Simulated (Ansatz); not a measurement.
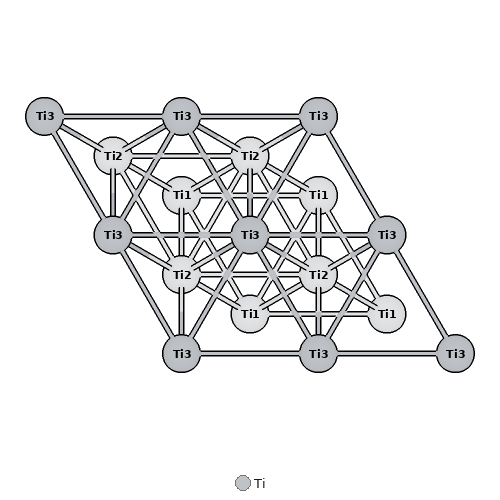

The system is C on a Ti(111) slab cut from the Fm-3m phase, its upper half relaxed before the scan (3 atoms of substrate and one adsorbate in a 1 × 1 cell); the picture shows it without the atoms that are moved over the map. 
- C is moved over the surface cell; relaxed at each place: the height of the adsorbate's atoms; substrate rigid; the origin of the map has the adsorbate above Ti3.
- Places are given modulo a cell vector. The map is drawn in real space over the plane of the surface.
- Grid: 6 × 6 points; 10 points were computed and 26 follow by symmetry.
- All energies are given in eV relative to the lowest grid point.
- With one adsorbate in each 1 × 1 cell, its nearest image is 2.9 Å away, so neighbouring adsorbates interact.
- Theory: DFT PBE, scalar-relativistic, plane waves, PAW (Ansatz 0.2.0). Settings: cutoff 420 eV, k-mesh 9×9×1, gaussian smearing 0.1 eV, no spin polarisation.

Range: position of C4 along the first surface vector from 0.000 to 0.833; position of C4 along the second surface vector from 0.000 to 0.833.

### What landscape does the calculation give?

The lowest grid point is at a threefold hollow over a second-layer Ti atom, (2/6, 4/6) of the cell vectors. A higher local minimum lies near a threefold hollow over a third-layer Ti atom, (4/6, 2/6) of the cell vectors (0.09 eV above the lowest at that grid point). The highest grid point, the top site over a surface Ti atom, (0/6, 0/6) of the cell vectors, lies 2.54 eV above the lowest. On the interpolated surface the easiest way out of the lowest well to the well at a threefold hollow over a third-layer Ti atom, (4/6, 2/6) of the cell vectors passes a barrier of about 0.57 eV. At the lowest point the adsorbate has 3 Ti at 1.90 Å as nearest neighbours, at the highest 1 Ti at 1.98 Å. Its relaxed height above the top atom is 0.88 Å at the lowest and 1.98 Å at the highest point.

| second ↓, first → | 0/6 | 1/6 | 2/6 | 3/6 | 4/6 | 5/6 |
| --- | --- | --- | --- | --- | --- | --- |
| 5/6 | 2.28 | 1.82 | 0.84 | 0.84 | 1.82 | 2.28 |
| 4/6 | 1.53 | 0.84 | 0.00 | 0.84 | 1.53 | 1.79 |
| 3/6 | 0.57 | 0.84 | 0.84 | 0.57 | 0.83 | 0.83 |
| 2/6 | 1.53 | 1.82 | 1.53 | 0.83 | 0.09 | 0.83 |
| 1/6 | 2.28 | 2.28 | 1.79 | 0.83 | 0.83 | 1.79 |
| 0/6 | 2.54 | 2.28 | 1.53 | 0.57 | 1.53 | 2.28 |

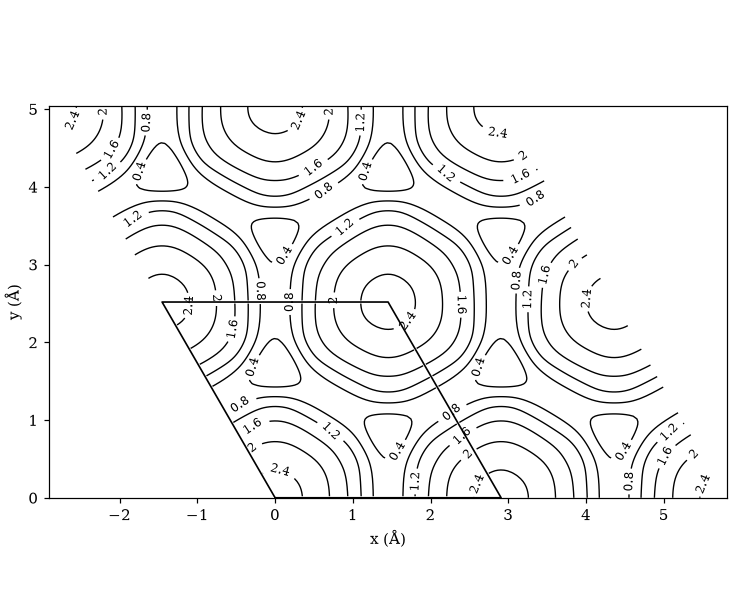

In the figure: contour lines labelled in eV, the outline of one cell of the 2 × 2 shown. Between grid points the surface is interpolated.

Each point was launched as `ansatz run input.yaml --threads 1 --pin off --max-ram 3072MiB --backend cpu --events-out ev --progress --plain --runs-dir out`. Time for the 10 points that were run: 13 min on 1 thread of AMD EPYC 7R43 64-Core Processor (Zen 3), with other jobs on the host.

PAW datasets: the set soft_1.
